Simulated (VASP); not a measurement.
**Run report: C, band-structure run (part 2 of 2)**

The same run, continued: C (P6₃/mmc, 8 atoms in the cell); Kohn-Sham DFT of a periodic cell, MS2, VASP PAW PBE potentials, recommended, no spin polarisation (VASP 6.6.1); cutoff 520 eV, 12×12×4 k-mesh, fermi-dirac of 0.05 eV. The structure derives from an entry of the Crystallography Open Database.

Geometry of the input (Å; fractional positions):
```
2.5221  0.0000  0.0000
-1.2611  2.1842  0.0000
0.0000  0.0000  8.2371
C  0.6667  0.3333  0.8438
C  0.3333  0.6667  0.3438
C  0.6667  0.3333  0.6562
C  0.3333  0.6667  0.1562
C  0.0000  0.0000  0.9062
C  0.0000  0.0000  0.4062
C  0.0000  0.0000  0.5938
C  0.0000  0.0000  0.0938
```

## Parts of OUTCAR, continued
```
   k-points           NKPTS =     57   k-points in BZ     NKDIM =     57   number of bands    NBANDS=     26
   number of dos      NEDOS =    301   number of ions     NIONS =      8
   total plane-waves  NPLWV =  25600
   dimension x,y,z NGX =    20 NGY =   20 NGZ =   64
   dimension x,y,z NGXF=    40 NGYF=   40 NGZF=  128
   ions per type =               8
   NGX,Y,Z   is equivalent  to a cutoff of  13.18, 13.18, 12.92 a.u.
   NGXF,Y,Z  is equivalent  to a cutoff of  26.37, 26.37, 25.83 a.u.
 SYSTEM =  unknown system
   PREC   = accura    normal or accurate (medium, high low for compatibility)
   ISTART =      0    job   : 0-new  1-cont  2-samecut
   ICHARG =      2    charge: 1-file 2-atom 10-const
   ISPIN  =      1    spin polarized calculation?
   LNONCOLLINEAR =      F non collinear calculations
   LSORBIT =      F    spin-orbit coupling
   LASPH  =      T    aspherical Exc in radial PAW
   ENCUT  =  520.0 eV  38.22 Ry    6.18 a.u.   4.69  4.69 15.32*2*pi/ulx,y,z
   NELM   =    100;   NELMIN=  2; NELMDL= -5     # of ELM steps
   EDIFF  = 0.1E-05   stopping-criterion for ELM
   LREAL  =      F    real-space projection
   EDIFFG = 0.1E-04   stopping-criterion for IOM
   NSW    =      0    number of steps for IOM
   IBRION =     -1    ionic relax: 0-MD 1-quasi-New 2-CG
   NFREE  =      0    steps in history (QN), initial steepest desc. (CG)
   ISIF   =      2    stress and relaxation
   ISYM   =      2    0-nonsym 1-usesym 2-fastsym
   POTIM  = 0.5000    time-step for ionic-motion
   TEBEG  =    0.0;   TEEND  =   0.0 temperature during run
   PSTRESS=    0.0 pullay stress
   NELECT =      32.0000    total number of electrons
   NUPDOWN=      -1.0000    fix difference up-down
   EMIN   =  10.00;   EMAX   =-10.00  energy-range for DOS
   EFERMI =   0.00;   METHOD = LEGACY
   ISMEAR =    -1;   SIGMA  =   0.05  broadening in eV -4-tet -1-fermi 0-gaus
   EFERMI_NEDOS =   21; number of points for ismear=-14 and -15
   IALGO  =     38    algorithm
   IMIX   =      4    mixing-type and parameters
     AMIX     =   0.40;   BMIX     =  1.00
     AMIX_MAG =   1.60;   BMIX_MAG =  1.00
  volume/ion in A,a.u.               =       5.67        38.28
  Fermi-wavevector in a.u.,A,eV,Ry     =   1.457186  2.753682 28.890486  2.123391
  Thomas-Fermi vector in A             =   2.574017
   LORBIT       =      0    0 simple, 1 ext, 2 COOP (PROOUT), +10 PAW based schemes
   METAGGA = MS2    functional components
   LHFCALC =     F    Hartree Fock is set to
   AEXX    =    0.0000 exact exchange contribution
   IVDW    =     0    specifies the selected vdW correction
   LEPSILON=     F    determine dielectric tensor
   LRPA    =     F    only Hartree local field effects (RPA)
 non-spin polarized calculation
  energy-cutoff  :      520.00
  volume of cell :       45.38
 maximum number of plane-waves:      1242
 NGX is ok and might be reduce to    20
   NGX =  9   NGY =  9   NGZ = 31

 number of electron      31.9999995 magnetization

 Free energy of the ion-electron system (eV)
  ---------------------------------------------------
  ext. energy  EPLUGINS =         0.00000000
  ---------------------------------------------------
  free energy    TOTEN  =       -87.76412869 eV

  energy without entropy =      -87.76412869  energy(sigma->0) =      -87.76412869

 E-fermi :  10.5957     XC(G=0): -13.8892     alpha+bet :-17.6697

 val. band max:        9.6047404430   @ k =   0.0000   0.0000   0.0000
 cond. band min:      14.6023282210   @ k =   0.4167   0.0000   0.0000
 fundamental gap:      4.9975877780
 Fermi energy:        10.5957394236

 k-point     1 :       0.0000    0.0000    0.0000
  band No.  band energies     occupation
      1     -12.5746      2.00000
      2     -10.8359      2.00000
      3     -10.7855      2.00000
      4      -6.6998      2.00000
      5      -4.0731      2.00000
      6       2.8192      2.00000
      7       2.8940      2.00000
      8       6.5847      2.00000
      9       6.5847      2.00000
     10       7.6668      2.00000
     11       7.6668      2.00000
     12       7.9120      2.00000
     13       7.9120      2.00000
     14       9.3711      2.00000
     15       9.6047      2.00000
     16       9.6047      2.00000
     17      15.8127      0.00000
     18      15.8127      0.00000
     19      16.3745      0.00000
     20      17.6155      0.00000
     21      17.6155      0.00000
     22      17.8308      0.00000
     23      18.6526      0.00000
     24      18.6559      0.00000
     25      18.6559      0.00000
     26      18.6829      0.00000

 k-point     2 :       0.0833    0.0000    0.0000
  band No.  band energies     occupation
      1     -12.3995      2.00000
      2     -10.6643      2.00000
      3     -10.6129      2.00000
      4      -6.5420      2.00000
      5      -3.9162      2.00000
      6       2.8954      2.00000
      7       2.9711      2.00000
      8       5.7217      2.00000
      9       6.2223      2.00000
     10       6.8757      2.00000
     11       7.1171      2.00000
     12       7.3870      2.00000
     13       7.5744      2.00000
     14       8.9070      2.00000
     15       9.1111      2.00000
     16       9.3464      2.00000
     17      15.8646      0.00000
     18      16.2181      0.00000
     19      16.6670      0.00000
     20      17.4849      0.00000
     21      18.1954      0.00000
     22      18.3374      0.00000
     23      18.3662      0.00000
     24      19.0662      0.00000
     25      19.2967      0.00000
     26      19.3054      0.00000

 k-point     3 :       0.1667    0.0000    0.0000
  band No.  band energies     occupation
      1     -11.8763      2.00000
      2     -10.1522      2.00000
      3     -10.0976      2.00000
      4      -6.0711      2.00000
      5      -3.4613      2.00000
      6       3.0064      2.00000
      7       3.0936      2.00000
      8       3.7491      2.00000
      9       5.0348      2.00000
     10       5.3356      2.00000
     11       5.4047      2.00000
     12       6.6928      2.00000
     13       6.7982      2.00000
     14       7.2343      2.00000
     15       8.4306      2.00000
     16       8.6977      2.00000
     17      15.6215      0.00000
     18      16.9285      0.00000
     19      17.0873      0.00000
     20      17.1768      0.00000
     21      18.1612      0.00000
     22      19.5548      0.00000
     23      19.6093      0.00000
     24      19.6157      0.00000
     25      20.1869      0.00000
     26      20.8420      0.00000

 k-point     4 :       0.2500    0.0000    0.0000
  band No.  band energies     occupation
      1     -11.0124      2.00000
      2      -9.3096      2.00000
      3      -9.2478      2.00000
      4      -5.2958      2.00000
      5      -2.7881      2.00000
      6       1.2366      2.00000
      7       2.2103      2.00000
      8       2.3572      2.00000
      9       3.8085      2.00000
     10       4.2815      2.00000
     11       4.5232      2.00000
     12       5.1650      2.00000
     13       5.8892      2.00000
     14       5.9477      2.00000
     15       7.4586      2.00000
     16       7.9343      2.00000
     17      15.1497      0.00000
     18      16.5713      0.00000
     19      16.7014      0.00000
     20      18.1360      0.00000
     21      18.4782      0.00000
     22      19.5510      0.00000
     23      19.5522      0.00000
     24      21.2380      0.00000
     25      21.2520      0.00000
     26      21.5728      0.00000

 k-point     5 :       0.3333    0.0000    0.0000
  band No.  band energies     occupation
      1      -9.8257      2.00000
      2      -8.1655      2.00000
      3      -8.0842      2.00000
      4      -4.2474      2.00000
      5      -2.4433      2.00000
      6      -0.8275      2.00000
      7       0.0642      2.00000
      8       0.4155      2.00000
      9       2.9892      2.00000
     10       3.7784      2.00000
     11       3.7985      2.00000
     12       4.5654      2.00000
     13       5.2057      2.00000
     14       5.2424      2.00000
     15       6.4745      2.00000
     16       7.2778      2.00000
     17      14.7513      0.00000
     18      16.2082      0.00000
     19      16.4060      0.00000
     20      17.8002      0.00000
     21      18.7175      0.00000
     22      18.8387      0.00000
     23      18.9445      0.00000
     24      21.6804      0.00000
     25      22.0640      0.00000
     26      22.5814      0.00000

 [... the levels of 18 k-points are left out ...]

 k-point    24 :       0.3333    0.0000    0.2500
  band No.  band energies     occupation
      1      -9.7179      2.00000
      2      -8.8625      2.00000
      3      -7.1985      2.00000
      4      -4.9658      2.00000
      5      -1.9043      2.00000
      6      -0.7978      2.00000
      7      -0.1337      2.00000
      8       1.1075      2.00000
      9       2.2363      2.00000
     10       3.1161      2.00000
     11       3.8943      2.00000
     12       4.6306      2.00000
     13       5.3676      2.00000
     14       5.9010      2.00000
     15       6.4970      2.00000
     16       7.0803      2.00000
     17      14.8066      0.00000
     18      15.6220      0.00000
     19      16.9795      0.00000
     20      17.9529      0.00000
     21      18.5569      0.00000
     22      19.0541      0.00000
     23      19.4377      0.00000
     24      20.4356      0.00000
     25      21.2416      0.00000
     26      22.9899      0.00000

 [... further k-points ...]

------------------------ aborting loop because EDIFF is reached ----------------------------------------

  FORCE on cell =-STRESS in cart. coord.  units (eV):
  Direction    XX          YY          ZZ          XY          YZ          ZX
  --------------------------------------------------------------------------------------
  -------------------------------------------------------------------------------------
  Total       -2.4259928     -2.4259928      1.0420792      0.0000000      0.0000000      0.0000000
  in kB      -85.6585110    -85.6585110     36.7944005      0.0000000      0.0000000      0.0000000
  external PRESSURE =     -44.8408738 kB  Pullay stress =       0.0000000 kB

 VOLUME and BASIS-vectors are now :
 -----------------------------------------------------------------------------
  energy-cutoff  :      520.00
  volume of cell :       45.38
      direct lattice vectors                 reciprocal lattice vectors
     2.522100000  0.000000000  0.000000000     0.396494984  0.228916486  0.000000000
    -1.261050000  2.184202671  0.000000000     0.000000000  0.457832972  0.000000000
     0.000000000  0.000000000  8.237100000     0.000000000  0.000000000  0.121401950

 POSITION                                       TOTAL-FORCE (eV/Angst)
 -----------------------------------------------------------------------------------
      1.26105      0.72807      6.95005        -0.000000     -0.000000      0.326077
     -0.00000      1.45614      2.83150        -0.000000      0.000000      0.326077
      1.26105      0.72807      5.40560        -0.000000     -0.000000     -0.326077
     -0.00000      1.45614      1.28705        -0.000000     -0.000000     -0.326077
      0.00000      0.00000      7.46487         0.000000     -0.000000      0.318633
      0.00000      0.00000      3.34632         0.000000      0.000000      0.318633
      0.00000      0.00000      4.89078        -0.000000     -0.000000     -0.318633
      0.00000      0.00000      0.77223         0.000000      0.000000     -0.318633
 -----------------------------------------------------------------------------------
    total drift:                               -0.000000      0.000000      0.000000

  FREE ENERGIE OF THE ION-ELECTRON SYSTEM (eV)
  ---------------------------------------------------
  free  energy   TOTEN  =       -87.7641286942 eV

  energy  without entropy=      -87.7641286941  energy(sigma->0) =      -87.76412869
```

## CONTCAR
```
C
   1.00000000000000
     2.5221000000000000    0.0000000000000000    0.0000000000000000
    -1.2610500000000000    2.1842026709000000    0.0000000000000000
     0.0000000000000000    0.0000000000000000    8.2370999999999999
  C
     8
Direct
     0.6666666667000030    0.3333333332999970    0.8437500000000000
     0.3333333332999970    0.6666666667000030    0.3437500000000000
     0.6666666667000030    0.3333333332999970    0.6562500000000000
     0.3333333332999970    0.6666666667000030    0.1562500000000000
     0.0000000000000000    0.0000000000000000    0.9062500000000000
     0.0000000000000000    0.0000000000000000    0.4062500000000000
     0.0000000000000000    0.0000000000000000    0.5937500000000000
     0.0000000000000000    0.0000000000000000    0.0937500000000000

  0.00000000E+00  0.00000000E+00  0.00000000E+00
  0.00000000E+00  0.00000000E+00  0.00000000E+00
  0.00000000E+00  0.00000000E+00  0.00000000E+00
  0.00000000E+00  0.00000000E+00  0.00000000E+00
  0.00000000E+00  0.00000000E+00  0.00000000E+00
  0.00000000E+00  0.00000000E+00  0.00000000E+00
  0.00000000E+00  0.00000000E+00  0.00000000E+00
  0.00000000E+00  0.00000000E+00  0.00000000E+00
```

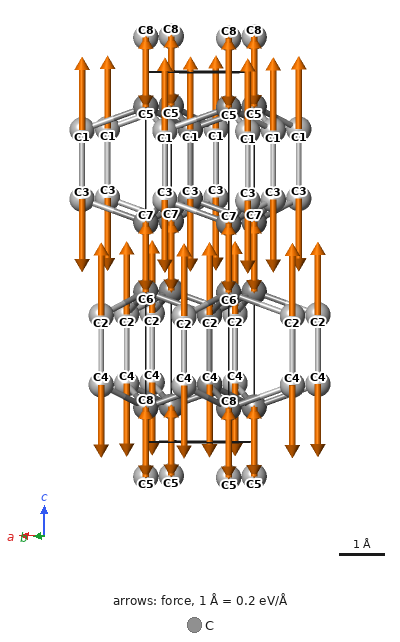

*Forces on the atoms as orange arrows (ball-and-stick view of the cell of the calculation, seen at an oblique angle; neighbours outside the cell are drawn fainter; atoms are numbered from 1 in the order of the input).*

The largest act on C1, C2, C3, C4 (0.33 eV/Å); C5, C6, C7, C8 (0.32 eV/Å). The geometry is not a stationary point of this energy.

## Results in brief

```csv
quantity,value
outcome,converged
space group (tolerance 0.01 Å),P6₃/mmc (194)
electrons treated,32
free energy,−87.7641 eV
Fermi energy of the self-consistent step,10.596 eV
gap on the k-point mesh,5.00 eV
gap on the band path,5.00 eV
pressure,−4.48 GPa
largest force (length of the vector),0.326 eV/Å
hardware,"1 thread of Intel Xeon (Emerald Rapids), 128 GiB of memory available, shared host"
wall time,5 min
peak memory,0.21 GiB
```
